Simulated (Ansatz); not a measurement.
Mo (Fm-3m, No. 225): coordinates from a relaxation with DFT, revPBE, plane waves (420 eV) with PAW, scalar-relativistic in Ansatz; the starting structure was generated, so it need not be a known form of this composition.

```
Mo
1.0
     4.01667    0.00000    0.00000
     0.00000    4.01667    0.00000
     0.00000    0.00000    4.01667
Mo
4
Direct
  0.00000 0.00000 0.00000
  0.00000 0.50000 0.50000
  0.50000 0.00000 0.50000
  0.50000 0.50000 0.00000
```

Question: What will a dark-field STEM-like image along [001] show? The image is simulated as a sum over atoms of Z^1.6, blurred by a 0.91 Å probe (no channelling). The probe carries 15 % of its weight in a tail 2.5 times as wide. The display is stretched by a gamma of 0.8; percentages refer to the linear signal. The speckle of an amorphous layer was added.

Answer: The columns repeat on a square net with a repeat of 2.01 Å (plane group p4mm). All columns are alike (Mo). The shortest distance between visible columns is 2.01 Å in projection. Along the beam the structure repeats every 4.02 Å.

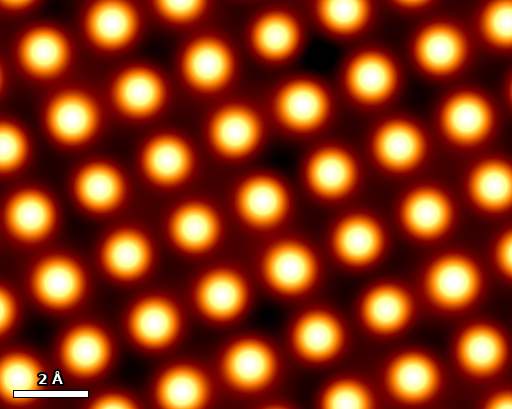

The simulated image.
